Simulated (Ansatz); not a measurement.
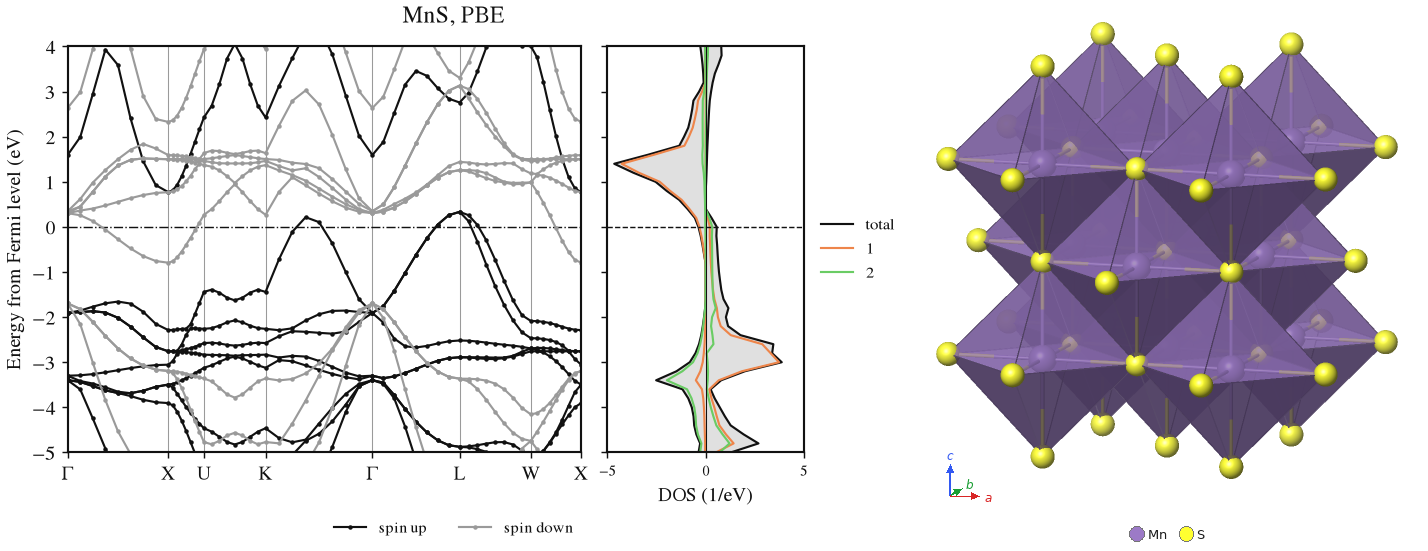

Band structure and density of states, beside the structure. Energies are counted from the Fermi level. The path runs straight from each named point to the next. The partial curves are projected on Löwdin-orthogonalised atomic shells. Spin-down states are drawn negative.

System: MnS, space group Fm-3m, 2 atoms in the cell.

Level of theory: DFT, PBE, PAW with Ansatz's default frozen-core files, scalar-relativistic, spin-polarised, 14×14×14 k mesh, Fermi-Dirac smearing of 0.03 eV; code Ansatz.

Question: Assign each number in the legend. The candidates: Mn 3d, S 3p.

Answer: 1 is Mn 3d; 2 is S 3p.

Question: Does this material conduct, going by its bands?

Answer: A metal: 2 spin-up and 1 spin-down bands cross the Fermi level along this path.
